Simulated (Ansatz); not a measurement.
**Where Cu_i (void) puts its levels in the gap of SiC (F-43m)**

Charge states of Cu_i (void) in SiC (F-43m), set against the band edges. Model: a cell of 54 host atoms with 1 Cu put in.

Calculated with Ansatz 0.2.0; place-levels on r2SCAN runs: charge-transition levels and formation energies with image-charge correction and potential alignment at the atomic sites; PAW set soft_1.

**What experiment says.**

“Insight into the structural, elastic and electronic properties of a new orthorhombic 6O-SiC polytype” (2020, pmc:7200658) quotes from earlier work for SiC, cubic 3C zincblende (literature value): band gap (indirect gap) 2.4 eV [literature value; measurement temperature and method not stated].

## 1. The structure

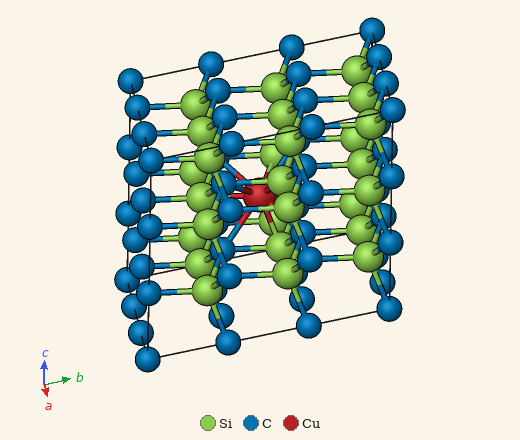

The cell as given, slightly off an axis (silicon green, carbon blue, copper red). Bonds to atoms that aren't drawn are left out. Some periodic images of atoms are drawn too.

The cell holds 55 atoms: 27 Si, 27 C and 1 Cu. Its edges and angles: a = 9.242 Å, b = 9.242 Å, c = 9.242 Å, α = 60.0°, β = 60.0°, γ = 60.0°. It derives from SiC (space group F-43m). Nearest the centre at fractional (0.250, 0.250, 0.917): Cu55 at 0.00 Å, Si25 at 1.89 Å, Si7 at 1.89 Å, Si19 at 1.89 Å, Si29 at 1.89 Å, C20 at 2.18 Å, C8 at 2.18 Å, C2 at 2.18 Å.

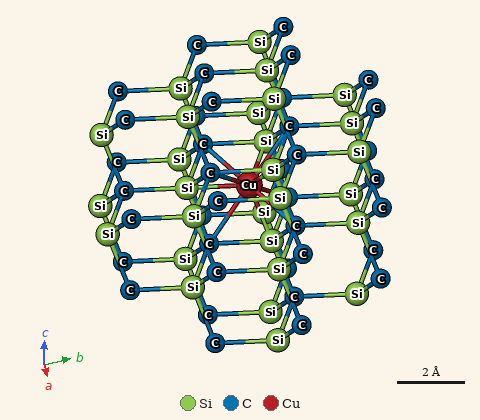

The atoms within 5 Å of the centre.

Screening for the image-charge correction: ε∞ = 7.06, ε0 = 10.43, computed on the host (DFPT, PBEsol, on the r2SCAN cell), and a cell off the functional's own equilibrium shifts the ionic part.

The cell's shortest repeat is 9.2 Å.

## 2. Charge states

Levels follow from differences of total energies between charge states, each relaxed by itself.

Random displacements of about 0.05 Å break the site symmetry at the start, so that the relaxation can reach a distorted minimum if there is one. Forces are taken on a 2×2×2 shifted mesh. The cell holds 1 electron fewer than the neutral one, with a uniform background that keeps it neutral on the whole.

The sampling was tested on the host first: at the k-points planned (1x1x1 shifted 0.25 0.25 0.25) its energy lies 0.119 eV an atom from the dense-mesh value, so the final energies take a denser sampling.

One of the inputs; charge, spin and start change from state to state.

File qp1.relax/input.yaml:

```yaml
crystal:
  lattice:
    - [0.0, 6.53488873, 6.53488873]
    - [6.53488873, 0.0, 6.53488873]
    - [6.53488873, 6.53488873, 0.0]
  atoms:
    - { symbol: Si, position: [0.0, 0.0, 0.0] }
    - { symbol: C, position: [0.08333333, 0.08333333, 0.08333333] }
    - { symbol: Si, position: [0.0, 0.0, 0.33333333] }
[... 3 atom lines left out ...]
    - { symbol: Si, position: [0.0, 0.33333333, 0.0] }
    - { symbol: C, position: [0.08333333, 0.41666667, 0.08333333] }
    - { symbol: Si, position: [0.0, 0.33333333, 0.33333333] }
[... 2 atom lines left out ...]
    - { symbol: C, position: [0.08333333, 0.41666667, 0.75] }
    - { symbol: Si, position: [0.0, 0.66666667, 0.0] }
[... 3 atom lines left out ...]
    - { symbol: Si, position: [0.0, 0.66666667, 0.66666667] }
[... 1 atom line left out ...]
    - { symbol: Si, position: [0.33333333, 0.0, 0.0] }
    - { symbol: C, position: [0.41666667, 0.08333333, 0.08333333] }
    - { symbol: Si, position: [0.33333333, 0.0, 0.33333333] }
[... 2 atom lines left out ...]
    - { symbol: C, position: [0.41666667, 0.08333333, 0.75] }
    - { symbol: Si, position: [0.33333333, 0.33333333, 0.0] }
[... 3 atom lines left out ...]
    - { symbol: Si, position: [0.33333333, 0.33333333, 0.66666667] }
    - { symbol: C, position: [0.41666667, 0.41666667, 0.75] }
[... 4 atom lines left out ...]
    - { symbol: Si, position: [0.33333333, 0.66666667, 0.66666667] }
[... 1 atom line left out ...]
    - { symbol: Si, position: [0.66666667, 0.0, 0.0] }
[... 3 atom lines left out ...]
    - { symbol: Si, position: [0.66666667, 0.0, 0.66666667] }
[... 5 atom lines left out ...]
    - { symbol: Si, position: [0.66666667, 0.33333333, 0.66666667] }
[... 7 atom lines left out ...]
    - { symbol: Cu, position: [0.25, 0.25, 0.916667] }
  host:
    repeats: [3, 3, 3]
    atoms:
      - { symbol: Si, position: [0.0, 0.0, 0.0] }
      - { symbol: C, position: [0.25, 0.25, 0.25] }
total_charge: 1
basis:
  ecutwfc: 500
  xc_grid: 2
hamiltonian:
  xc: r2scan
  pseudopotentials: { kind: paw, azcp: { folder: soft_1 } }
kpoints:
  mp_grid: { grid: [2, 2, 2], shift: [0.5, 0.5, 0.5] }
scf:
  occupations: { method: fixed }
  max_iter: 60
output:
  forces: true
  charged_corrections:
    epsilon: 7.06
    static_epsilon: 10.43
    defect_position: [0.25, 0.25, 0.916667]
relax:
  f_tol: 0.02
  max_steps: 80
  random_displacement: { amplitude: 0.05, seed: 3713 }
checkpoint:
  write: "../qp1.relax.run"
  compress: false
  write_wavefunctions: true
  write_every: 100000
```

On the command line:

```console
ansatz run input.yaml --threads 4 --pin off --max-ram 7536MiB --backend cpu --events-out ev --progress --plain --runs-dir out
```

The run of this state that the levels use, under r2SCAN:

File qp1.point/input.yaml:

```yaml
crystal:
  checkpoint: "../qp1.relax.run"
  host: checkpoint
total_charge: 1
basis:
  ecutwfc: 500
  xc_grid: 2
hamiltonian:
  xc: r2scan
  pseudopotentials: { kind: paw, azcp: { folder: soft_1 } }
kpoints:
  mp_grid: { grid: [2, 2, 2], shift: [0.5, 0.5, 0.5] }
scf:
  occupations: { method: fixed }
  max_iter: 60
output:
  forces: true
  eigenvalues: true
  charged_corrections:
    epsilon: 7.06
    static_epsilon: 10.43
    defect_position: [0.25, 0.25, 0.916667]
  eigenstates: { localisation: true }
  populations: true
  band_densities: [{ bands: [v1, v1] }, { bands: [c1, c1] }]
  write_density: true
  write_potential: true
  volumetric_format: npy
  elf: true
checkpoint:
  read: "../qp1.relax.run"
  write: "../qp1.point.run"
  compress: false
  write_wavefunctions: false
  write_every: 100000
```

Relaxations under r2SCAN at a 2×2×2 shifted mesh; times on 4 threads of Arm Neoverse V1, shared host:

| charge | moment (μB) | occupations | outcome | steps | largest displacement against the far atoms (Å) | time |
| --- | --- | --- | --- | --- | --- | --- |
| 0 | 1 | fixed | converged | 6 | 0.18 | 7 min |
| +1 | 0 | fixed | converged | 6 | 0.18 | 3 min |
| +2 | 1 | fixed | converged | 9 | 0.20 | 8.9 min |

Single points under r2SCAN at a 2×2×2 shifted mesh; times on 4 threads of Arm Neoverse V1, shared host:

| charge | moment (μB) | occupations | outcome | time |
| --- | --- | --- | --- | --- |
| 0 | 1 | fixed | converged | 61 s |
| +1 | 0 | fixed | converged | 31 s |
| +2 | 1 | fixed | converged | 55 s |

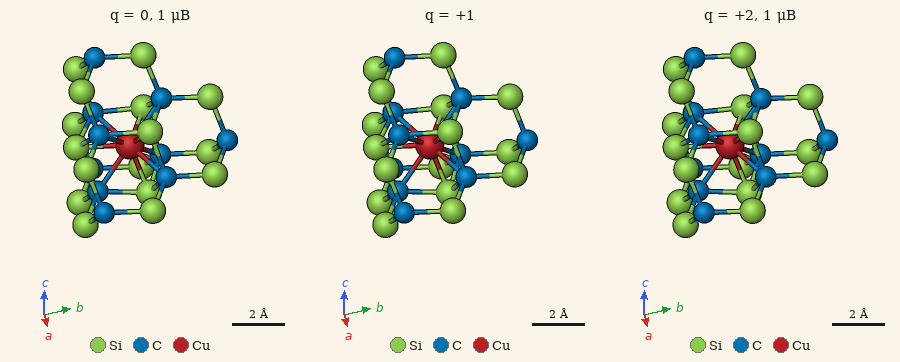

The structures near the centre after relaxation with r2SCAN, by charge.

Distances (Å) from Cu55 to the nearest atoms after relaxation with r2SCAN:

| charge | moment (μB) | 1. | 2. | 3. | 4. | 5. | 6. |
| --- | --- | --- | --- | --- | --- | --- | --- |
| 0 | 1 | Si 2.07 | Si 2.07 | Si 2.07 | Si 2.07 | C 2.21 | C 2.21 |
| +1 | 0 | Si 2.07 | Si 2.07 | Si 2.07 | Si 2.07 | C 2.21 | C 2.21 |
| +2 | 1 | Si 2.08 | Si 2.08 | Si 2.08 | Si 2.08 | C 2.19 | C 2.19 |

## 3. place-levels, r2SCAN

A charged cell interacts with its images and the background, and its potential has another zero than the host's. place-levels removes the first by a point-charge model, screened by the static dielectric constant since the ions have relaxed around the charge, and the second by comparing potentials at atoms far from the defect.

The host is a run of the defect-free crystal in the same cutoffs, grids and k-points, so that basis and sampling errors cancel in part in the differences. The host is run in a cell of 2 atoms on a matching mesh. Its band edges are searched through the zone by a band path, so the gap is smaller than, or equal to, that on the mesh. Chemical potentials are energies per atom of Cu (fcc), run with the same functional and cutoff.

File levels.point.yaml:

```yaml
host:
  run: host.point.run
states: [q0_M1.point.run, qp1.point.run, qp2_M1.point.run]
geometry_from:
  q0_M1.point.run: q0_M1.relax.run
  qp1.point.run: qp1.relax.run
  qp2_M1.point.run: qp2_M1.relax.run
  host.point.run: host.relax.run
chemical_potentials:
  Cu:
    energy: -6631.253193
    dataset: "<sha256 of the dataset>"
epsilon: 7.06
static_epsilon: 10.43
vertical:
  - { from: qp1.point.run, to: qp1.point_neutral.run }
  - { from: qp2_M1.point.run, to: qp2_M1.point_neutral.run }
```

On the command line:

```console
ansatz place-levels levels.point.yaml -- --threads 4 --pin off --max-ram 7536MiB
```

Numbers of over 12 decimals in the logs are rounded to 6 here.

The log of the run:

```text
[... repeated set-up lines and file paths are left out, and long positions are rounded to six places ...]
(+2/+1) 0.000 eV above the valence edge (-0.379 eV without the band-filling correction), 1.710 eV under the conduction edge
(+1/0) 1.762 eV above the valence edge (+2.006 eV without the band-filling correction), in the conduction band
formation energy of charge +2: +5.443 eV with the Fermi level at the valence edge
formation energy of charge +1: +5.443 eV with the Fermi level at the valence edge
formation energy of charge 0: +7.204 eV with the Fermi level at the valence edge
vertical +1 to 0: no energy, since no alignment is typed
  the change from vertical[0].from (qp1.point.run) to vertical[0].to (qp1.point_neutral.run): by its potential at epsilon 7.06 it stands at 0.369 0.378 0.042, with an rms radius of about 5.2 Å (3.0 3.0 3.0 Å across the planes of the cell's vectors); [...]
vertical +2 to 0: no energy, since no alignment is typed
  the change from vertical[1].from (qp2_M1.point.run) to vertical[1].to (qp2_M1.point_neutral.run): by its potential at epsilon 7.06 it stands at 0.268 0.262 0.935, with an rms radius of about 3.6 Å (2.1 2.1 2.1 Å across the planes of the cell's vectors); [...]
  edges by r2scan, gap 1.710 eV; the host is sampled to repeats of 18.48 Å
  the defect's cells are sampled to repeats of 18.48 Å, like sampling
  charge +2: -30710.1043 eV with its correction of +1.638 eV, at epsilon 10.43, aligned at sites: +0.3346 eV, mean over 24 atomic sites at or beyond 4.62 Å from the defect at [0.2500, 0.2500, 0.9167], with +0.000000 for the charge's moments and without [...]
  charge +1: -30701.1054 eV with its correction of +0.623 eV, at epsilon 10.43, aligned at sites: +0.3804 eV, mean over 24 atomic sites at or beyond 4.62 Å from the defect at [0.2500, 0.2500, 0.9167], with +0.000000 for the charge's moments and without [...]
  charge 0: +0.000 eV for its dipole among its images, +0.000 omitted
  of states[2] (qp2_M1.point.run): it parts from the run at its places by a charge that spreads by about 2.1 Å along one vector (1.3 Å or more is wide), by its potential at epsilon 7.06, taken for that of held ions (one typed too small widens it), where the [...]
  of states[1] (qp1.point.run): it parts from the run at its places by a charge that spreads by about 3 Å along one vector (1.3 Å or more is wide), by its potential at epsilon 7.06, taken for that of held ions (one typed too small widens it), where the cell [...]
  of states[0] (q0_M1.point.run): a band-filling correction moves a carrier to the host's band edge, which changes its energy by -0.244 eV; [...]
  of vertical[0].from (qp1.point.run): it parts from the run at its places by a charge that spreads by about 3 Å along one vector (1.3 Å or more is wide), by its potential at epsilon 7.06, taken for that of held ions (one typed too small widens it), where the [...]
  of vertical[0].to (qp1.point_neutral.run): stability_check_not_made
  of vertical[1].from (qp2_M1.point.run): stability_check_not_made; [...]
  of vertical[1].to (qp2_M1.point_neutral.run): stability_check_not_made
```

The job ended after 0.34 s (4 threads of Arm Neoverse V1, shared host).

Levels between the charges placed, in eV above the valence top:

|  | gap (eV) | (+2/+1) | (+1/0) |
| --- | --- | --- | --- |
| r2SCAN | 1.71 | 0.00 | 1.76 |

Corrections by state:

| charge | moment (μB) | image terms and alignment (eV) | band filling (eV) | ε used | over the lowest of its charge, as the program ranks them, band filling apart (eV) |
| --- | --- | --- | --- | --- | --- |
| +2 | 1.0 | 1.638 | -0.379 | 10.43 | 0.000 |
| +1 | 0.0 | 0.623 | - | 10.43 | 0.000 |
| 0 | 1.0 | 0.000 | -0.244 | - | 0.000 |

The charged structures listed were also run neutral, and place-levels reads from each pair, by the potential or the spins, how wide the charge is by which they differ; that can be the carrier of either run.

| charge | rms radius (Å) | spread where it is widest against the cell (Å) | wide from (Å) | reading |
| --- | --- | --- | --- | --- |
| +2 | 3.6 | 2.11 | 1.31 | wide |
| +1 | 5.2 | 3.02 | 1.31 | wide |

The neutral runs of these pairs need not share the spin of the lowest neutral state, and very wide values only mean spread over the cell.

From the program's caveats on the states, each cut to its opening words:

- charge +2 (1 μB): it parts from the run at its places by a charge that spreads by about 2.1 Å along one vector (1.3 Å or more is wide), by its potential at epsilon 7.06, taken [...]
- charge +2 (1 μB): a band-filling correction moves a carrier to the host's band edge, which changes its energy by -0.379 eV
- charge +2 (1 μB): its alignment with the host at atomic sites is doubtful: the mean over the far sites moves by -0.1410 eV from their farther parts to their nearer, more than [...]
- charge +2 (1 μB), 0 (1 μB): flagged: stability check not made
- charge +1: it parts from the run at its places by a charge that spreads by about 3 Å along one vector (1.3 Å or more is wide), by its potential at epsilon 7.06, taken for [...]
- charge +1: its alignment with the host at atomic sites is doubtful: the mean over the far sites moves by -0.1384 eV from their farther parts to their nearer, more than [...]
- charge 0 (1 μB): a band-filling correction moves a carrier to the host's band edge, which changes its energy by -0.244 eV
- charge 0 (1 μB): its alignment with the host at atomic sites is doubtful: the mean over the far sites moves by -0.1499 eV from their farther parts to their nearer, more than [...]

The host's formation energy from the elements is -0.356 eV per atom; it sets how far the chemical potentials can move.

Limit set by the element alone; other compounds of these elements are not counted. Chemical potentials from the elements' reference states: C 0.00 eV, Si -0.71 eV, Cu 0.00 eV. Formation energies (C-rich), with the Fermi level at the valence top and at the conduction bottom (gap 1.71 eV):

| charge | at valence top (eV) | at conduction bottom (eV) | correction included (eV) |
| --- | --- | --- | --- |
| +2 | 5.44 | 8.86 | 1.26 |
| +1 | 5.44 | 7.15 | 0.62 |
| 0 | 7.20 | 7.20 | -0.24 |

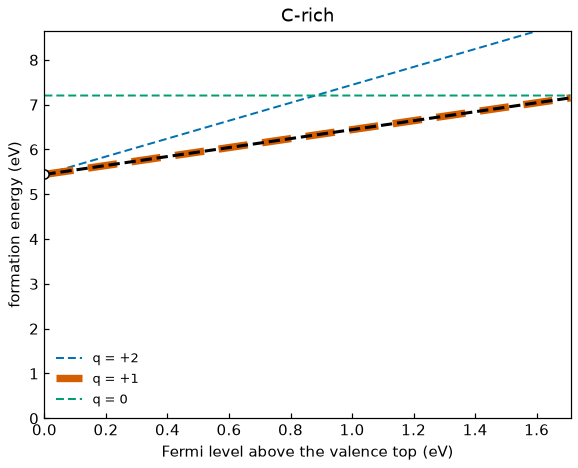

Formation energy against Fermi level; the thick line follows the lowest charge state and circles mark the transition levels.

Limit set by the element alone; other compounds of these elements are not counted. Chemical potentials from the elements' reference states: Si 0.00 eV, C -0.71 eV, Cu 0.00 eV. Formation energies (Si-rich), with the Fermi level at the valence top and at the conduction bottom (gap 1.71 eV):

| charge | at valence top (eV) | at conduction bottom (eV) | correction included (eV) |
| --- | --- | --- | --- |
| +2 | 5.44 | 8.86 | 1.26 |
| +1 | 5.44 | 7.15 | 0.62 |
| 0 | 7.20 | 7.20 | -0.24 |

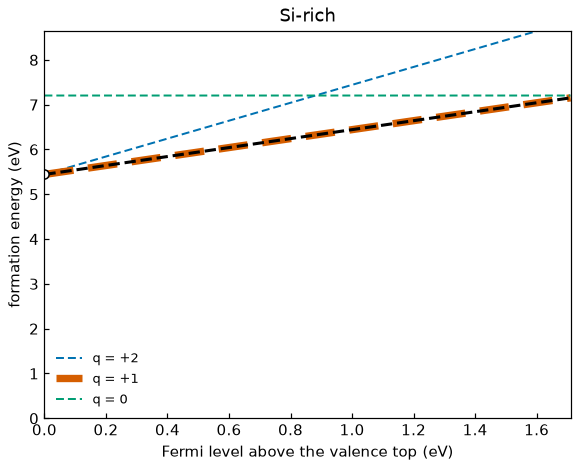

Formation energy against Fermi level; the thick line follows the lowest charge state and circles mark the transition levels.

Charge transition levels, in eV, zero at the valence-band top of the host:

|  | conduction bottom | valence top |
| --- | --- | --- |
| Cu_i (void) | 1.71 | 0.00 |

|  | level | energy (eV) |
| --- | --- | --- |
| Cu_i (void) | (+2/+1) | 0.00 |
| Cu_i (void) | (+1/0) | 1.76 |

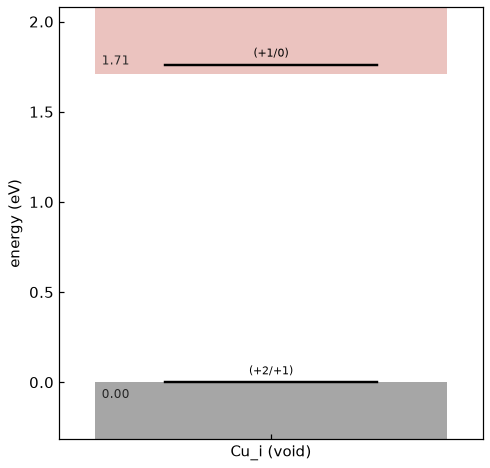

Charge transition levels. Shaded: valence and conduction bands.

## 4. Outcome

```yaml
gap_of_the_host: 1.71 eV (r2SCAN)
level_plus_2_plus_1: 0.00 eV above the valence top (-0.38 eV above the valence top without the band-filling term)
level_plus_1_over_0: 1.76 eV above the valence top, past the conduction bottom (2.01 eV above the valence top without the band-filling term)
lowest_of_the_charges_placed_just_above_the_valence_top_0p02_ev: +1
lowest_of_the_charges_placed_just_below_the_conduction_bottom_0p02_ev: +1
lowest_formation_energy_at_mid_gap_of_the_charges_run_c_rich: 6.30 eV
lowest_formation_energy_at_mid_gap_of_the_charges_run_si_rich: 6.30 eV
```

What this shows: Of the charges placed (0, +1 and +2), +1 is the lowest from 0.02 eV above the valence top to 0.02 eV below the conduction bottom, a gap of 1.71 eV. Charges below 0 were not placed, so these runs say nothing of levels that involve them. States placed: +2 at 1 μB; +1 at 0 μB; 0 at 1 μB. Other spin states or structures, where not listed, weren't placed. The program finds carriers beyond a band edge of the host and adds a band-filling term at charge 0 (-0.24 eV) and +2 (-0.38 eV); steps to such a charge show no bound level, and a defect level inside a band would be read the same way. Corrections reach 1.6 eV, so the cell is small for these charges and their levels are rough. Cu is taken at its element; compounds, which aren't counted here, bound the chemical potentials and would shift these formation energies. The program doubts the alignment of potentials for at least one state, a sign that the cell is small. Limits: r2SCAN makes the gap too small and tends to spread out bound carriers.

Comparison with the measured values:

```
                             quantity  measured           r2SCAN
band gap (least gap of the host) (eV)       2.4  1.71 (-0.69 eV)
```

Measured values from pmc:7200658 (2020).

**Verdict.** The band gap is off by -0.69 eV: a clear miss. Local and semilocal functionals usually give gaps below the measured ones. Zero-point and thermal motion shift the measured gap.

[Logs are printed without paths, hosts, clocks, repeated set-up lines and the standing remarks that a program may print on its own settings, such as how far it seeks lower states.]

[Hosts, paths, dates, database ids (printed as entryN), source tags and the programs' standing remarks are cut or masked in the printed files.]

[Where a table of states has a column of steps, it counts the stored structures, which are thinned; the runs took as many ionic steps or more.]

[A defect's name tells the site on which it was built; relaxed atoms can leave that site.]

[For some hosts the program warned that the k-mesh of the response run may be too coarse for force constants and the static dielectric constant; such warnings are not shown here.]
